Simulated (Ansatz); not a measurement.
## Electronic structure of TiAl3 in real space

Input

```
crystal:
  lattice:
    - [2.839677, 0.0, 0.0]
    - [0.0, 4.681264, 0.0]
    - [0.0, 0.0, 4.900742]
  atoms:
    - { symbol: Ti, position: [0.0, 0.5, 0.165916] }
    - { symbol: Al, position: [0.0, 0.0, 0.8359] }
    - { symbol: Al, position: [0.5, 0.0, 0.330912] }
    - { symbol: Al, position: [0.5, 0.5, 0.667271] }
hamiltonian:
  xc: pbesol
  pseudopotentials: { kind: paw }
kpoints:
  mp_grid: { grid: [9, 6, 6] }
  band_path:
    path:
      - [[0.0, 0.0, 0.0], [0.5, 0.0, 0.0], [0.5, 0.5, 0.0], [0.0, 0.5, 0.0], [0.0, 0.0, 0.0], [0.0, 0.0, 0.5], [0.5, 0.0, 0.5], [0.5, 0.5, 0.5], [0.0, 0.5, 0.5], [0.0, 0.0, 0.5]]
      - [[0.0, 0.5, 0.0], [0.0, 0.5, 0.5]]
      - [[0.5, 0.0, 0.5], [0.5, 0.0, 0.0]]
      - [[0.5, 0.5, 0.0], [0.5, 0.5, 0.5]]
    npoints: 14
scf:
  occupations: { method: fermi_dirac, width: 0.05 }
  n_extra_bands: 10
output:
  forces: true
  stress: true
  eigenvalues: true
  fatbands: true
  write_density: true
  write_potential: true
  elf: true
  volumetric_format: npy
```

Command:

```sh
ansatz run input.yaml --threads 2 --pin off --max-ram 5632MiB --backend cpu --events-out ev --progress --plain --runs-dir out
```

Below, planes, directions and counts refer to the conventional cell (a = 2.84 Å, b = 4.68 Å, c = 4.90 Å, α = 90.00°, β = 90.00°, γ = 90.00°).

Space group Pmm2; a structure from a database of computed crystals, not necessarily the ambient phase; computed pressure about −2 GPa in this cell.

All numbers below come from Kohn-Sham DFT of a periodic cell, PBEsol, Ansatz PAW (Ansatz).

The density is the valence pseudo-density of a PAW calculation; it isn't the true density close to the nuclei.

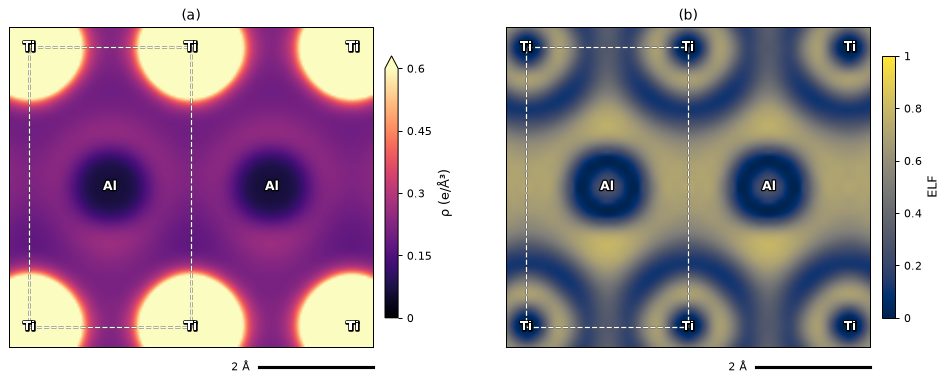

Figure 1. (a) valence charge density (pseudo); (b) ELF on the (010) plane of the conventional cell.

Q: Interpret the plot.

A: The section cuts through Ti and Al sites. Ti–Al (2.83 Å): ρ is about 0.21 e/Å³ halfway; the ELF is about 0.40 at the midpoint. Ti–Ti (2.84 Å): ρ is about 0.23 e/Å³ halfway; the ELF is about 0.30 at the midpoint. Between the atoms the lowest density in this plane is 0.17 e/Å³. The features right at Ti lie inside the PAW spheres, where the map follows smoothed inner orbitals and isn't to be read closely.

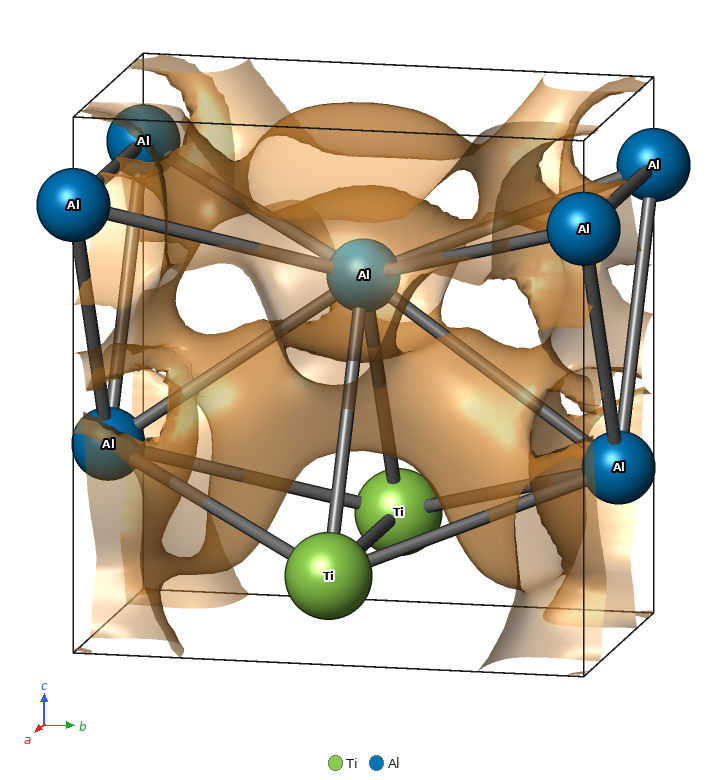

Figure 2. Isosurface of the electron localisation function at 0.55 (orange), seen slightly off an axis. Only the valence region is drawn (cores and ρ < 0.01 e/Å³ removed). Sticks mark near contacts.

Q: What do the ELF domains correspond to?

A: At this value the surface marks out one network that runs through the whole crystal, counted in one cell of 4 atoms. Any copies at cell faces, edges or corners count once. Profiles from the grid: Al–Al (2.81 Å): the ELF peaks at about 0.60 between the atoms.

Q: Does the calculation give a band gap?

A: It is gapless in this calculation (a metal or semimetal).
